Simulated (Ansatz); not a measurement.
## Mo8P9: geometry relaxation (part 3 of 3)

Continued. System: Mo8P9 (defect cell, 17 atoms in the cell). Method: DFT PBE, scalar-relativistic, plane waves, PAW, no spin polarisation (Ansatz 0.2.0); cutoff 420 eV, 4×4×4 k-mesh, Gaussian smearing of 0.1 eV. The structure derives from an entry of the Crystallography Open Database. It belongs to a series of runs on one base structure; here: P interstitial, charge +0, atoms relaxed.

Geometry of the input (Å; fractional positions):
```
0.0000  0.0000  -6.3905
6.4821  0.0000  0.0000
-3.2410  -5.6137  0.0000
Mo 0.5000  0.5000  0.0000
Mo 0.0000  0.5000  0.0000
Mo 0.5000  0.0000  0.0000
Mo 0.0000  0.0000  0.0000
Mo 0.5000  0.5000  0.5000
Mo 0.0000  0.5000  0.5000
Mo 0.5000  -0.0000  0.5000
Mo 0.0000  -0.0000  0.5000
P  0.2500  0.8333  0.1667
P  0.7500  0.8333  0.1667
P  0.2500  0.3333  0.1667
P  0.7500  0.3333  0.1667
P  0.2500  0.8333  0.6667
P  0.7500  0.8333  0.6667
P  0.2500  0.3333  0.6667
P  0.7500  0.3333  0.6667
P  0.8555  0.1446  0.8349
```

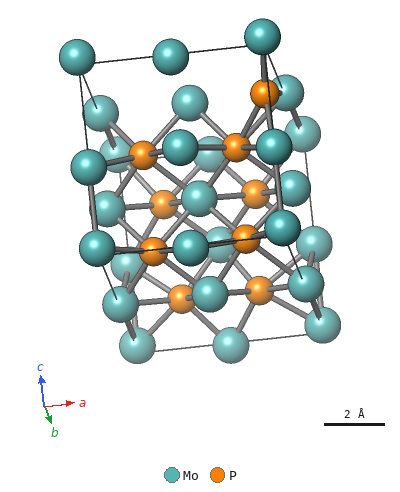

**Figure 1.** The geometry at step 6 of the log (ball-and-stick view of the cell of the calculation, seen at an oblique angle).

Log, continued:
```
  k-point 35: bands = ["-43.3178", "-43.1737", "-43.1253", "-43.1078", "-43.1021", "-43.0874", "-43.0858", "-43.0177", "-17.8915", "-17.6339", "-17.5009", "-17.4877", "-17.4475", "-17.4359", "-17.4322", "-17.4219", "-17.4100", "-17.3948", "-17.3891", "-17.3830", "-17.3621", "-17.3423", "-17.3351", "-17.3242", "-17.2416", "-17.2077", "-17.1689", "-17.1287", "-17.1192", "-17.1141", "-17.0579", "-17.0561", "3.5546", "5.2404", "5.3806", "5.4633", "6.1854", "6.3032", "6.6834", "6.7257", "8.3234", "10.6469", "10.7128", "11.2622", "11.4857", "11.8414", "11.9816", "12.0336", "12.2692", "12.3783", "12.4622", "12.8063", "12.8248", "12.9656", "13.1677", "13.2523", "13.3942", "13.5168", "13.5503", "13.6750", "14.0078", "14.3349", "14.8016", "14.8836", "15.1182", "15.2216", "15.3260", "15.3937", "15.6209", "15.6838", "15.8773", "15.8812", "16.2122", "16.2140", "16.7074", "17.0223", "17.3119", "18.0096", "18.2481", "18.4720", "18.6969", "18.8153", "18.9319", "19.1945", "19.2194", "19.5324", "19.5612", "19.7565", "20.0140", "20.1663", "20.2061", "20.7876", "20.9263", "20.9279", "21.1340", "21.4292"]
--- Relaxed structure (10 steps of the walk, 10 accepted, 0 SCFs on fresh bases) ---
  F+E_penalty+E_count = -46455.00415769 eV   max|allowed force component| = 5.625e-3 eV/Å
  atoms:
    - { symbol: Mo, position: [0.4915000536794999, 0.4809978822938022, -0.008805445330033726] }
    - { symbol: Mo, position: [-0.00849245525639346, 0.5512464445270076, 0.026325862625932495] }
    - { symbol: Mo, position: [0.4915213647262813, 0.0075980821439849714, -0.008725826273832905] }
    - { symbol: Mo, position: [-0.008521435977353277, -0.027528382644369576, 0.026400083481646134] }
    - { symbol: Mo, position: [0.4915239226775588, 0.49869556207849497, 0.5001044023858212] }
    - { symbol: Mo, position: [-0.008493961442676208, 0.49870277714660166, 0.5000956469135196] }
    - { symbol: Mo, position: [0.4915124421396274, 0.007542105971761248, 0.5178080419733815] }
    - { symbol: Mo, position: [-0.00851441290871697, -0.027610410018838433, 0.44754722560300203] }
    - { symbol: P, position: [0.27990531023025716, 0.8320596519623502, 0.16676547979979403] }
    - { symbol: P, position: [0.7030785924008642, 0.832026345617714, 0.1667577359524454] }
    - { symbol: P, position: [0.2414087978627084, 0.3348086460158811, 0.17230770155176595] }
    - { symbol: P, position: [0.741601069373763, 0.3348481230529663, 0.1723175303982122] }
    - { symbol: P, position: [0.24141208952653204, 0.8264870747999737, 0.6639965797779632] }
    - { symbol: P, position: [0.741596877939664, 0.8264618543076552, 0.6639688678788622] }
    - { symbol: P, position: [0.24139037023088714, 0.33478936590110286, 0.663973144786155] }
    - { symbol: P, position: [0.741616610833044, 0.3348100058186708, 0.6639947017385314] }
    - { symbol: P, position: [0.9914654738644524, 0.1653647701252407, 0.8334242842368335] }
```

Trajectory as extended XYZ (Å, eV, eV/Å), 10 frames, from step=1 to step=10:
```
17
Lattice="0.0000 0.0000 -6.3905 6.4821 0.0000 0.0000 -3.2410 -5.6137 0.0000" Properties=species:S:1:pos:R:3:forces:R:3 step=1 energy=-46449.68402
Mo    3.2410    0.0000   -3.1952    0.2073  -0.0737   0.3839
Mo    3.2410    0.0000    0.0000    3.2206  -1.6383  -0.5513
Mo    0.0000    0.0000   -3.1952   -0.2236  -0.1828   0.4938
Mo    0.0000    0.0000    0.0000   -7.7872  -4.9213  -3.3901
Mo    1.6205   -2.8068   -3.1952    0.1055  -0.0184   0.1243
Mo    1.6205   -2.8068    0.0000   -0.1110   0.0115  -0.3860
Mo   -1.6205   -2.8068   -3.1952    0.0858   0.2787   0.4616
Mo   -1.6205   -2.8068    0.0000    0.4824   5.4257  -1.3671
P     4.8616   -0.9356   -1.5976   -0.2228  -0.0485  -1.9735
P     4.8616   -0.9356   -4.7928   -0.1199  -0.0205   0.2961
P     1.6205   -0.9356   -1.5976    0.0594  -0.7581  -0.7178
P     1.6205   -0.9356   -4.7928    0.4566  -5.3526   1.8985
P     3.2410   -3.7424   -1.5976   -0.6782   0.4480  -0.7028
P     3.2410   -3.7424   -4.7928   -6.8789   4.4596   2.9986
P     0.0000   -3.7424   -1.5976    0.6085   0.3366  -0.7146
P     0.0000   -3.7424   -4.7928    3.1201   1.6754   1.2633
P    -1.7685   -4.6870   -5.4671    7.6756   0.3787   1.8831
17
Lattice="0.0000 0.0000 -6.3905 6.4821 0.0000 0.0000 -3.2410 -5.6137 0.0000" Properties=species:S:1:pos:R:3:forces:R:3 step=2 energy=-46453.48286
Mo    3.2172    0.0144   -3.1991   -0.2419   0.1049  -0.0359
Mo    3.3529   -0.0522    0.0082    1.2364  -0.9259  -0.1364
Mo    0.0134    0.0069   -3.1965    0.2019   0.1266  -0.2032
Mo   -0.1650   -0.1083   -0.0162   -1.1770  -0.5289  -0.0919
Mo    1.6277   -2.8079   -3.1444   -0.0092   0.0010  -0.0116
Mo    1.6131   -2.8065   -0.0518    0.0648   0.0006   0.1832
Mo   -1.6193   -2.8274   -3.1959   -0.0336  -0.2535  -0.1240
Mo   -1.6000   -2.6556    0.0011   -0.3012   1.6390  -0.2389
P     4.8339   -0.9399   -1.7345    0.1425   0.0446  -0.5617
P     4.8455   -0.9377   -4.7219    0.0412   0.0356   0.5164
P     1.6210   -0.9485   -1.6048   -0.1403   0.4371   0.0219
P     1.6299   -1.0697   -4.7748   -0.0856  -1.1372   0.2852
P     3.2315   -3.7365   -1.5985    0.3789  -0.3369   0.0990
P     3.1277   -3.6683   -4.7785   -1.6625   0.8957   0.4759
P     0.0113   -3.7356   -1.6091   -0.3138  -0.1343  -0.0869
P     0.1138   -3.6791   -4.7692    0.7206   0.4377   0.2365
P    -1.6948   -4.6745   -5.4238    1.1788  -0.4060  -0.3273
17
Lattice="0.0000 0.0000 -6.3905 6.4821 0.0000 0.0000 -3.2410 -5.6137 0.0000" Properties=species:S:1:pos:R:3:forces:R:3 step=3 energy=-46453.92646
Mo    3.1685    0.0361   -3.2017   -0.0639   0.0751  -0.0718
Mo    3.4507   -0.1340    0.0169   -0.7884   0.5343  -0.1622
Mo    0.0753    0.0451   -3.2302    0.0576   0.0399   0.0440
Mo   -0.2438   -0.1338    0.0157    0.5225   0.2736  -0.2570
Mo    1.6181   -2.8083   -3.0976   -0.0208   0.0006  -0.2261
Mo    1.6121   -2.8074   -0.0832   -0.0741  -0.0122   0.3313
Mo   -1.6263   -2.8858   -3.2134    0.0210  -0.1065  -0.0176
Mo   -1.6376   -2.5446    0.0166    0.0883  -0.8036  -0.2020
P     4.8684   -0.9320   -1.8310   -0.1108  -0.0356   0.1101
P     4.8533   -0.9328   -4.6247   -0.0127  -0.0402   0.5785
P     1.5989   -0.8941   -1.5761    0.1538  -0.0242   0.0394
P     1.6295   -1.1200   -4.7886    0.0113  -0.2429   0.2296
P     3.2701   -3.7742   -1.5738   -0.0028   0.1304  -0.0027
P     3.0748   -3.6420   -4.7915   -0.3130   0.2197   0.2658
P    -0.0431   -3.7576   -1.5785   -0.0411  -0.0740   0.0851
P     0.1514   -3.6612   -4.7847    0.0449   0.0478   0.1982
P    -1.6605   -4.6798   -5.4839    0.5283   0.0180  -0.9426
17
Lattice="0.0000 0.0000 -6.3905 6.4821 0.0000 0.0000 -3.2410 -5.6137 0.0000" Properties=species:S:1:pos:R:3:forces:R:3 step=4 energy=-46454.17733
Mo    3.1602    0.0423   -3.1939    0.0510  -0.0501  -0.0078
Mo    3.4576   -0.1312    0.0040    0.1758  -0.1306   0.0794
Mo    0.0792    0.0510   -3.2006   -0.0661  -0.0408   0.0112
Mo   -0.2407   -0.1333   -0.0037   -0.0033   0.0105   0.1748
Mo    1.6066   -2.8077   -3.1060    0.0031   0.0088   0.0465
Mo    1.6032   -2.8073   -0.0321    0.0147  -0.0022  -0.1359
Mo   -1.6296   -2.8998   -3.1958   -0.0117   0.0775  -0.0113
Mo   -1.6316   -2.5452    0.0010   -0.0310   0.1158   0.1268
P     4.8596   -0.9364   -1.8368   -0.0032   0.0086   0.1520
P     4.8621   -0.9369   -4.5727   -0.0242   0.0155  -0.1786
P     1.6156   -0.9092   -1.5663   -0.0498   0.0053   0.1061
P     1.6222   -1.0965   -4.7645   -0.0381   0.3650   0.1873
P     3.2502   -3.7508   -1.5670    0.0103  -0.0486   0.1083
P     3.0907   -3.6536   -4.7677    0.3518  -0.2372   0.1884
P    -0.0389   -3.7616   -1.5645    0.0358   0.0345   0.1076
P     0.1249   -3.6696   -4.7615   -0.2775  -0.1484   0.1690
P    -1.6313   -4.6806   -5.6818   -0.1375   0.0164  -1.1238
17
Lattice="0.0000 0.0000 -6.3905 6.4821 0.0000 0.0000 -3.2410 -5.6137 0.0000" Properties=species:S:1:pos:R:3:forces:R:3 step=5 energy=-46454.46849
Mo    3.1559    0.0444   -3.1798    0.0361  -0.0466   0.0571
Mo    3.4728   -0.1393   -0.0054    0.4473  -0.2928   0.2993
Mo    0.0754    0.0499   -3.1795    0.0166   0.0034   0.0364
Mo   -0.2495   -0.1375   -0.0074    0.0195   0.0154   0.4187
Mo    1.6025   -2.8067   -3.1145    0.0174  -0.0016   0.1955
Mo    1.6040   -2.8075    0.0077    0.0244   0.0055  -0.2921
Mo   -1.6310   -2.9025   -3.1793   -0.0112   0.0410   0.0448
Mo   -1.6316   -2.5315   -0.0053   -0.0305   0.2479   0.3602
P     4.8568   -0.9378   -1.8365    0.0116   0.0156   0.1793
P     4.8622   -0.9379   -4.5354   -0.0496   0.0240  -0.5293
P     1.6179   -0.9180   -1.5537   -0.0974  -0.0918   0.0928
P     1.6171   -1.0613   -4.7460   -0.0522   0.5031   0.1155
P     3.2405   -3.7433   -1.5578   -0.0815  -0.0340   0.1280
P     3.1194   -3.6730   -4.7469    0.4749  -0.3285   0.0890
P    -0.0333   -3.7590   -1.5489    0.1332   0.1076   0.0647
P     0.0931   -3.6848   -4.7451   -0.3520  -0.1949   0.1263
P    -1.6125   -4.6807   -5.8760   -0.5067   0.0268  -1.3864
17
Lattice="0.0000 0.0000 -6.3905 6.4821 0.0000 0.0000 -3.2410 -5.6137 0.0000" Properties=species:S:1:pos:R:3:forces:R:3 step=6 energy=-46454.75043
Mo    3.1543    0.0444   -3.1630   -0.1016   0.0402   0.0267
Mo    3.4883   -0.1476   -0.0077    0.4487  -0.2921   0.5498
Mo    0.0713    0.0489   -3.1581    0.2170   0.1128  -0.0496
Mo   -0.2564   -0.1414   -0.0037    0.1943   0.1085   0.6091
Mo    1.5995   -2.8059   -3.1266    0.0316  -0.0094   0.3741
Mo    1.6044   -2.8073    0.0439    0.0293   0.0082  -0.4380
Mo   -1.6329   -2.9028   -3.1609    0.0014  -0.1407  -0.0009
Mo   -1.6310   -2.5189   -0.0043   -0.0238   0.1368   0.5796
P     4.8560   -0.9388   -1.8306    0.0207   0.0168   0.1617
P     4.8619   -0.9383   -4.5050   -0.0700   0.0239  -0.7723
P     1.6184   -0.9316   -1.5432   -0.1055  -0.1740   0.0455
P     1.6127   -1.0206   -4.7315   -0.0393   0.3785  -0.0330
P     3.2269   -3.7351   -1.5491   -0.1535   0.0020   0.1099
P     3.1513   -3.6942   -4.7302    0.3513  -0.2544  -0.0751
P    -0.0223   -3.7529   -1.5368    0.2071   0.1539  -0.0184
P     0.0565   -3.7038   -4.7324   -0.2436  -0.1444  -0.0043
P    -1.5991   -4.6806   -6.0706   -0.7641   0.0333  -1.0650
17
Lattice="0.0000 0.0000 -6.3905 6.4821 0.0000 0.0000 -3.2410 -5.6137 0.0000" Properties=species:S:1:pos:R:3:forces:R:3 step=7 energy=-46454.93885
Mo    3.1506    0.0441   -3.1485   -0.1241   0.0726   0.0021
Mo    3.5037   -0.1570    0.0093   -0.0375   0.0249   0.5774
Mo    0.0755    0.0525   -3.1474    0.1711   0.0855   0.0039
Mo   -0.2597   -0.1444    0.0207    0.2826   0.1464   0.4754
Mo    1.6002   -2.8057   -3.1281    0.0041  -0.0115   0.1663
Mo    1.6043   -2.8066    0.0579    0.0228   0.0006  -0.1528
Mo   -1.6357   -2.9061   -3.1482    0.0161  -0.1444   0.0110
Mo   -1.6304   -2.5075    0.0162    0.0196  -0.1975   0.5223
P     4.8606   -0.9380   -1.8146    0.0153   0.0040   0.0045
P     4.8601   -0.9373   -4.4901   -0.0468   0.0053  -0.5701
P     1.6143   -0.9419   -1.5317   -0.0341  -0.3085  -0.1144
P     1.6105   -0.9809   -4.7261    0.0134   0.0574  -0.1650
P     3.2173   -3.7331   -1.5360   -0.2434   0.1165  -0.0465
P     3.1814   -3.7139   -4.7242    0.0993  -0.0607  -0.1956
P    -0.0119   -3.7459   -1.5263    0.3109   0.1937  -0.1956
P     0.0209   -3.7244   -4.7275    0.0107  -0.0107  -0.1418
P    -1.6018   -4.6804   -6.2655   -0.4799   0.0264  -0.1812
17
Lattice="0.0000 0.0000 -6.3905 6.4821 0.0000 0.0000 -3.2410 -5.6137 0.0000" Properties=species:S:1:pos:R:3:forces:R:3 step=8 energy=-46455.00327
Mo    3.1458    0.0478   -3.1410    0.0083   0.0026  -0.0040
Mo    3.4853   -0.1482    0.0535    0.0872  -0.0414   0.0036
Mo    0.0768    0.0505   -3.1410   -0.0018  -0.0090  -0.0052
Mo   -0.2625   -0.1454    0.0538   -0.0796  -0.0562   0.0001
Mo    1.6114   -2.8072   -3.1404    0.0027  -0.0033  -0.0007
Mo    1.6115   -2.8075    0.0543    0.0005   0.0018  -0.0002
Mo   -1.6285   -2.9066   -3.1410    0.0000   0.0051  -0.0049
Mo   -1.6278   -2.5147    0.0539   -0.0063   0.0956  -0.0006
P     4.8532   -0.9362   -1.7876   -0.0004   0.0005  -0.0199
P     4.8533   -0.9361   -4.4966   -0.0022   0.0010   0.0496
P     1.6103   -0.9689   -1.5407    0.0016   0.0426  -0.0380
P     1.6105   -0.9699   -4.7403    0.0010   0.0494   0.0324
P     3.2044   -3.7252   -1.5409    0.0355  -0.0230  -0.0356
P     3.2039   -3.7246   -4.7406    0.0387  -0.0268   0.0362
P     0.0200   -3.7281   -1.5408   -0.0361  -0.0173  -0.0390
P     0.0210   -3.7276   -4.7401   -0.0440  -0.0225   0.0319
P    -1.6287   -4.6786   -6.3342   -0.0049   0.0008  -0.0057
17
Lattice="0.0000 0.0000 -6.3905 6.4821 0.0000 0.0000 -3.2410 -5.6137 0.0000" Properties=species:S:1:pos:R:3:forces:R:3 step=9 energy=-46455.00416
Mo    3.1464    0.0494   -3.1409   -0.0032  -0.0034   0.0011
Mo    3.4879   -0.1478    0.0543   -0.0012  -0.0021  -0.0004
Mo    0.0775    0.0490   -3.1410   -0.0005   0.0040   0.0020
Mo   -0.2640   -0.1482    0.0545   -0.0021   0.0016  -0.0014
Mo    1.6117   -2.8074   -3.1411    0.0004   0.0010   0.0032
Mo    1.6118   -2.8074    0.0543    0.0000   0.0005  -0.0008
Mo   -1.6294   -2.9068   -3.1410    0.0019  -0.0008   0.0016
Mo   -1.6295   -2.5124    0.0544    0.0024   0.0001  -0.0013
P     4.8530   -0.9362   -1.7887   -0.0008   0.0003  -0.0021
P     4.8528   -0.9361   -4.4930    0.0008  -0.0001   0.0002
P     1.6118   -0.9673   -1.5427    0.0021  -0.0056   0.0013
P     1.6120   -0.9673   -4.7392    0.0004  -0.0053  -0.0014
P     3.2053   -3.7274   -1.5427   -0.0052   0.0014   0.0013
P     3.2052   -3.7273   -4.7391   -0.0045   0.0001  -0.0017
P     0.0182   -3.7273   -1.5426    0.0044   0.0036   0.0009
P     0.0182   -3.7274   -4.7393    0.0043   0.0047  -0.0010
P    -1.6293   -4.6786   -6.3359    0.0009   0.0000  -0.0017
17
Lattice="0.0000 0.0000 -6.3905 6.4821 0.0000 0.0000 -3.2410 -5.6137 0.0000" Properties=species:S:1:pos:R:3:forces:R:3 step=10 energy=-46455.00416
Mo    3.1464    0.0494   -3.1409   -0.0032  -0.0034   0.0011
Mo    3.4879   -0.1478    0.0543   -0.0012  -0.0021  -0.0004
Mo    0.0775    0.0490   -3.1410   -0.0005   0.0040   0.0020
Mo   -0.2640   -0.1482    0.0545   -0.0021   0.0016  -0.0014
Mo    1.6117   -2.8074   -3.1411    0.0004   0.0010   0.0032
Mo    1.6118   -2.8074    0.0543    0.0000   0.0005  -0.0008
Mo   -1.6294   -2.9068   -3.1410    0.0019  -0.0008   0.0016
Mo   -1.6295   -2.5124    0.0544    0.0024   0.0001  -0.0013
P     4.8530   -0.9362   -1.7887   -0.0008   0.0003  -0.0021
P     4.8528   -0.9361   -4.4930    0.0008  -0.0001   0.0002
P     1.6118   -0.9673   -1.5427    0.0021  -0.0056   0.0013
P     1.6120   -0.9673   -4.7392    0.0004  -0.0053  -0.0014
P     3.2053   -3.7274   -1.5427   -0.0052   0.0014   0.0013
P     3.2052   -3.7273   -4.7391   -0.0045   0.0001  -0.0017
P     0.0182   -3.7273   -1.5426    0.0044   0.0036   0.0009
P     0.0182   -3.7274   -4.7393    0.0043   0.0047  -0.0010
P    -1.6293   -4.6786   -6.3359    0.0009   0.0000  -0.0017
```

Summary:

```csv
quantity,value
outcome,converged
electrons treated,157
free energy,−46455.0042 eV
Fermi energy,18.122 eV
gap on the k-point mesh,none (metallic)
final volume,232.54 Å³
largest force (length of the vector) at the end,0.006 eV/Å
hardware,"4 threads of Oxide Virtual Turin-like (Zen 5), 32 GiB of memory available, shared host"
wall time,3.3 min (CPU time 13 min)
peak memory,1.2 GiB
```
